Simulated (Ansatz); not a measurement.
## Geometry relaxation of PbF$_{2}$ (part 2 of 2)

PbF$_{2}$ (Fm-3m, 3 atoms in the cell); DFT, PBE, PAW with Ansatz's default frozen-core files, scalar-relativistic, no spin polarisation (Ansatz 0.2.0); cutoff 420 eV, 8×8×8 k-mesh, Fermi–Dirac smearing of 0.02 eV. The structure derives from an entry of the Crystallography Open Database. It belongs to a series of runs on one base structure; here: cell and atoms relaxed, PAW files.

Geometry of the input (Å; fractional positions):
```
0.0000  2.9637  2.9637
2.9637  0.0000  2.9637
2.9637  2.9637  0.0000
Pb 0.0000  0.0000  0.0000
F  0.2500  0.2500  0.2500
F  0.7500  0.7500  0.7500
```

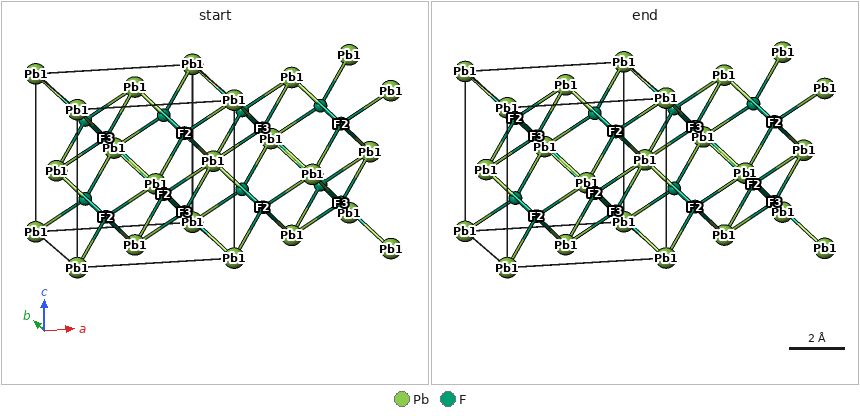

Fig. 1: Before (left) and after (right) the relaxation, at one scale (ball-and-stick view of the cell 4 times as large as that of the calculation, set on its symmetry axes, repeated 2 × 1 × 1, seen slightly off an axis). The atoms keep their places relative to the cell (all moves are under 0.005 Å). Cell: a = b = c 5.927 → 6.000 Å (+1.2 %). Volume +3.7 %. Among the contacts that change: Pb1–F2 2.567 → 2.598 Å. The space group stays Fm-3m (No. 225). The energy falls by 15.6 meV per cell of the calculation in 4 geometry steps. All forces vanish by symmetry, so only the cell relaxes. The pressure goes from 2.68 to 0.03 GPa. 1 further SCF at an unchanged geometry re-selected the plane-wave basis for the new cell. The energy change given includes the shifts at the re-selections in mid-walk, which come without any move. A last SCF at the same geometry on a re-selected plane-wave basis shifts the energy by −0.3 meV per cell of the calculation. (Atoms are counted from 1 in the order of the input.)

```
basis re-selected at this cell: Δ(F+E_penalty+E_count) = -2.730e-4 eV, ΔP = +0.007 GPa vs the last step (what re-selecting the basis moved, of the pressure what is left beyond the Pulay correction that the steps carried, after the strain that the cell walked since its last selection, with what the two solves' SCF thresholds leave and, on support functions, any second-order correction that the steps lacked; it is no measure of the basis error at this ecutwfc). This SCF's stress stands 2.73e-2 GPa from its target on what of the cell is left free (relax.cell.stress_tol is 5.00e-2 GPa) and its largest allowed force component is 6.94e-17 eV/Å (relax.f_tol is 5.00e-3 eV/Å): within both
SCF converged after 5 iterations
Free energy (F): -13524.711659 eV
Harris-Foulkes:  -13524.711659 eV  (|F-HF|=1.46e-11)
Internal energy: -13524.711659 eV  (E = F + TS)
E sigma→0 (E₀):  -13524.711659 eV
Fermi energy:    6.715160 eV
--- Per-component energies (eV) ---
  E_band       = -134.290328
  E_kinetic    = 697.374637
  E_local      = -2293.745529  (includes V_loc(G=0)·N_el)
  E_nonlocal   = 496.865343
  E_hartree    = 880.740988
  E_xc         = -381.420505
  E_vxc        = -337.825461  (∫ρ·V_xc dr)
  E_paw        = -10801.638218  (= ΣΔE_a)
  E_vpaw       = -458.445412  (= ΣTr[D̂ρ^β])
  E_aug_tail   = 0.004121  (compensation charges beyond the density's cutoff)
  E_ewald      = -2122.892495
  E_smearing   = -0.000000  (= −TS)
  E_closure    = 0.000000  (closes the sum)
  Σ components = -13524.711659   (vs F -13524.711659, Δ=0.00e0)
--- Forces (eV/Å), atoms counted from 1 ---
  atom   1  Pb    -0.00000000     0.00000000     0.00000000
  atom   2  F      0.00000000     0.00000000     0.00000000
  atom   3  F     -0.00000000    -0.00000000    -0.00000000
  max |Σ_I F_I| component: 9.25e-18 eV/Å
--- Stress (GPa, compression-positive) ---
        0.027336      -0.000000      -0.000000
       -0.000000       0.027336      -0.000000
       -0.000000      -0.000000       0.027336
  P = ⅓ Tr σ = 0.0273 GPa (0.273 kbar)
--- Band table (eV; the first three rows and the last of 29) ---
  k-point 0: bands = ["-16.3351", "-15.7787", "-9.9308", "-9.9308", "-9.9308", "-9.8875", "-9.8875", "-0.1488", "2.2286", "2.2286", "2.2286", "2.7147", "2.7147", "2.7147", "11.2126", "11.2126", "11.2126", "15.0254"]
  k-point 1: bands = ["-16.3082", "-15.8030", "-9.9256", "-9.9256", "-9.9034", "-9.8873", "-9.8873", "-0.3700", "2.1097", "2.2018", "2.2018", "2.6904", "2.6904", "3.0782", "10.6981", "11.3299", "11.3299", "15.8961"]
  k-point 2: bands = ["-16.2374", "-15.8662", "-9.9182", "-9.9182", "-9.8816", "-9.8816", "-9.8391", "-0.7985", "1.9397", "2.1378", "2.1378", "2.6304", "2.6304", "3.7247", "9.9893", "11.6163", "11.6163", "17.1858"]
  k-point 28: bands = ["-16.0367", "-16.0367", "-9.9044", "-9.8788", "-9.8565", "-9.7967", "-9.7967", "-1.6766", "1.0562", "2.0465", "2.0465", "3.0597", "3.1674", "4.4776", "10.4786", "10.4786", "11.8953", "14.6403"]
--- Relaxed structure (5 steps of the walk, 5 accepted, 2 SCFs on fresh bases) ---
  F+E_penalty+E_count = -13524.71165919 eV   max|allowed force component| = 6.939e-17 eV/Å   (the final SCF, on the basis selected at the relaxed cell)
  cell:  # Å, volume = 53.9983 Å³
    - [-9.665283818249727e-34, 2.999968694403461, 2.999968694403461]
    - [2.999968694403461, -2.940985045901833e-33, 2.999968694403461]
    - [2.999968694403461, 2.999968694403461, -2.2419636944740597e-33]
  atoms:
    - { symbol: Pb, position: [-3.834359875380178e-34, 3.670769546370615e-34, 6.920858100124397e-34] }
    - { symbol: F, position: [0.25, 0.25, 0.25] }
    - { symbol: F, position: [0.7499999999999999, 0.7499999999999999, 0.7499999999999999] }
```

## File rho_z.tsv
```
# z_ang	rho[e/angstrom^3]
# format = ansatz-planar-average/11
# lattice	-0.000000000	2.999968694	2.999968694
# lattice	2.999968694	-0.000000000	2.999968694
# lattice	2.999968694	2.999968694	-0.000000000
# sites	3
# site	82	0.000000000	0.000000000	-0.000000000
# site	9	1.499984347	1.499984347	1.499984347
# site	9	4.499953042	4.499953042	4.499953042
0.000000	7.896075e-1
0.141420	7.720091e-1
0.282840	7.286692e-1
0.424260	6.848667e-1
0.565680	6.670619e-1
0.707099	6.813514e-1
0.848519	7.065541e-1
0.989939	7.084337e-1
1.131359	6.607645e-1
1.272779	5.598707e-1
1.414199	4.270401e-1
1.555619	2.972092e-1
1.697039	1.983897e-1
1.838458	1.373523e-1
1.979878	1.057275e-1
2.121298	9.583484e-2
2.262718	1.057275e-1
2.404138	1.373523e-1
2.545558	1.983897e-1
2.686978	2.972092e-1
2.828398	4.270401e-1
2.969817	5.598707e-1
3.111237	6.607645e-1
3.252657	7.084337e-1
3.394077	7.065541e-1
3.535497	6.813514e-1
3.676917	6.670619e-1
3.818337	6.848667e-1
3.959757	7.286692e-1
4.101177	7.720091e-1
```

## Trajectory as extended XYZ (Å, eV, eV/Å), 7 frames, from step=1 to step=7
```
3
Lattice="0.0000 2.9637 2.9637 2.9637 0.0000 2.9637 2.9637 2.9637 0.0000" Properties=species:S:1:pos:R:3:forces:R:3 step=1 energy=-13524.69578 pressure_GPa=2.68
Pb    0.0000    0.0000    0.0000    0.0000   0.0000   0.0000
F     1.4818    1.4818    1.4818    0.0000   0.0000   0.0000
F     4.4455    4.4455    4.4455    0.0000   0.0000   0.0000
3
Lattice="0.0000 3.0255 3.0255 3.0255 0.0000 3.0255 3.0255 3.0255 0.0000" Properties=species:S:1:pos:R:3:forces:R:3 step=2 energy=-13524.69035 pressure_GPa=-2.08
Pb    0.0000    0.0000    0.0000    0.0000   0.0000   0.0000
F     1.5128    1.5128    1.5128    0.0000   0.0000   0.0000
F     4.5383    4.5383    4.5383    0.0000   0.0000   0.0000
3
Lattice="0.0000 2.9979 2.9979 2.9979 0.0000 2.9979 2.9979 2.9979 0.0000" Properties=species:S:1:pos:R:3:forces:R:3 step=3 energy=-13524.70492 pressure_GPa=-0.09
Pb    0.0000    0.0000    0.0000    0.0000   0.0000   0.0000
F     1.4989    1.4989    1.4989    0.0000   0.0000   0.0000
F     4.4968    4.4968    4.4968    0.0000   0.0000   0.0000
3
Lattice="0.0000 2.9967 2.9967 2.9967 0.0000 2.9967 2.9967 2.9967 0.0000" Properties=species:S:1:pos:R:3:forces:R:3 step=4 energy=-13524.70511 pressure_GPa=-0.00
Pb    0.0000    0.0000    0.0000    0.0000   0.0000   0.0000
F     1.4984    1.4984    1.4984    0.0000   0.0000   0.0000
F     4.4951    4.4951    4.4951    0.0000   0.0000   0.0000
3
Lattice="0.0000 2.9967 2.9967 2.9967 0.0000 2.9967 2.9967 2.9967 0.0000" Properties=species:S:1:pos:R:3:forces:R:3 step=5 energy=-13524.71174 pressure_GPa=0.25
Pb    0.0000    0.0000    0.0000    0.0000   0.0000   0.0000
F     1.4984    1.4984    1.4984    0.0000   0.0000   0.0000
F     4.4951    4.4951    4.4951    0.0000   0.0000   0.0000
3
Lattice="0.0000 3.0000 3.0000 3.0000 0.0000 3.0000 3.0000 3.0000 0.0000" Properties=species:S:1:pos:R:3:forces:R:3 step=6 energy=-13524.71139 pressure_GPa=0.02
Pb    0.0000    0.0000    0.0000    0.0000   0.0000   0.0000
F     1.5000    1.5000    1.5000    0.0000   0.0000   0.0000
F     4.5000    4.5000    4.5000    0.0000   0.0000   0.0000
3
Lattice="0.0000 3.0000 3.0000 3.0000 0.0000 3.0000 3.0000 3.0000 0.0000" Properties=species:S:1:pos:R:3:forces:R:3 step=7 energy=-13524.71166 pressure_GPa=0.03
Pb    0.0000    0.0000    0.0000    0.0000   0.0000   0.0000
F     1.5000    1.5000    1.5000    0.0000   0.0000   0.0000
F     4.5000    4.5000    4.5000    0.0000   0.0000   0.0000
```

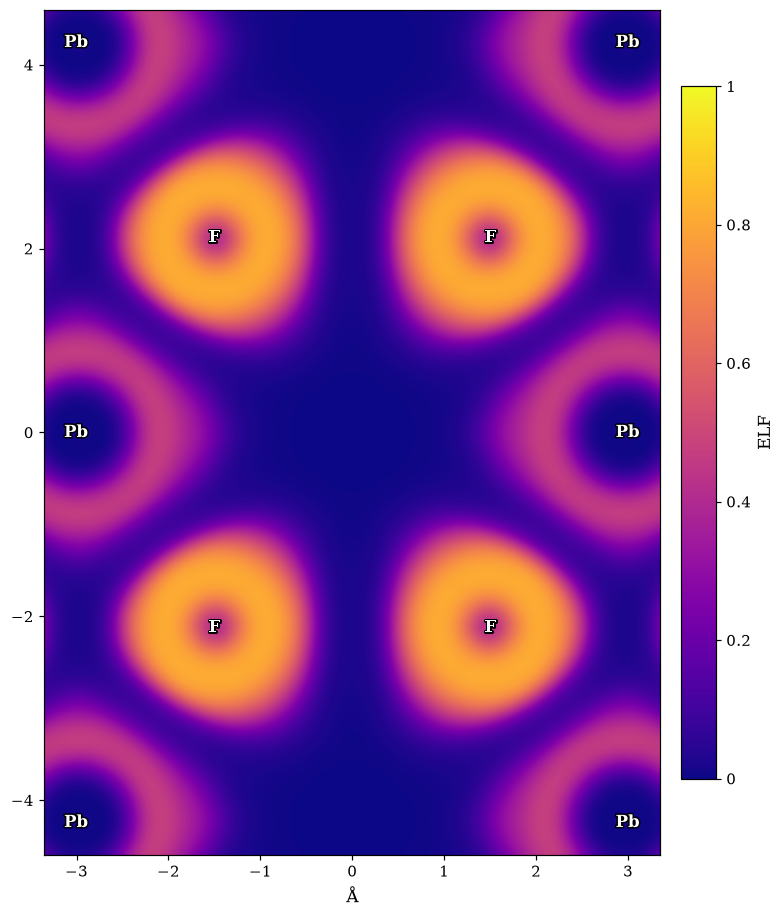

Fig. 2: ELF on the (011) plane of the conventional cell. The section cuts through Pb and F sites. Core electrons are frozen (PAW), so the fields are smoothed inside the atomic spheres.

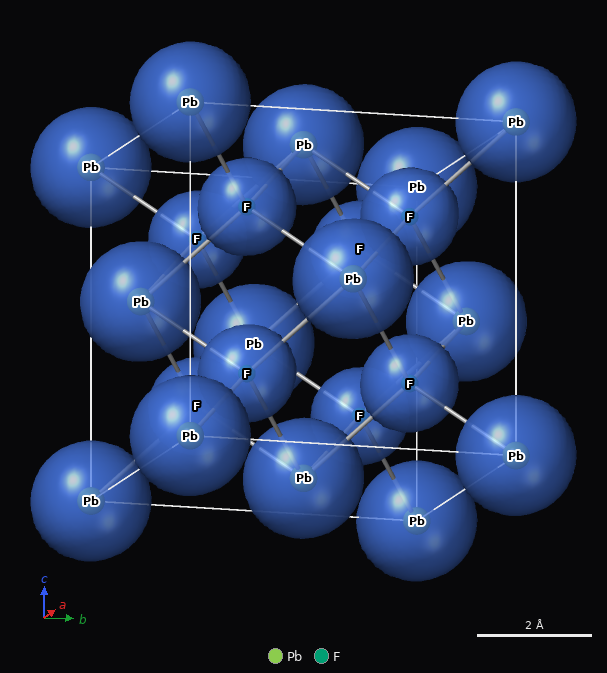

Fig. 3: Isosurface of the valence electron density at 0.5 e/Å³ (blue), seen at an oblique angle. Sticks mark near contacts. The outline is the cell set on symmetry axes. At this value the density breaks into separate islands; it holds about 80 % of the electrons treated as valence (semicore included). It is pinched off along the Pb–F (2.60 Å) contacts. On the grid the lowest density along these lines, outside the cores, is 0.21 e/Å³ (Pb–F, 2.60 Å).

## Key numbers

```csv
quantity,value
outcome,converged
space group (tolerance 0.01 Å),Fm-3m (225)
electrons treated,28
free energy,−13524.7117 eV
Fermi energy,6.715 eV
gap on the k-point mesh,4.42 eV
pressure,0.03 GPa
final volume,54.00 Å³
largest force (length of the vector) at the end,under 0.001 eV/Å
final cell,"a = 4.243 Å, b = 4.243 Å, c = 4.243 Å, α = 60.00°, β = 60.00°, γ = 60.00°"
hardware,"1 thread of Arm Neoverse N1, 24 GiB of memory available, shared host"
wall time,18 s
peak memory,0.32 GiB
```

Spin–orbit coupling is left out, which matters for Pb.
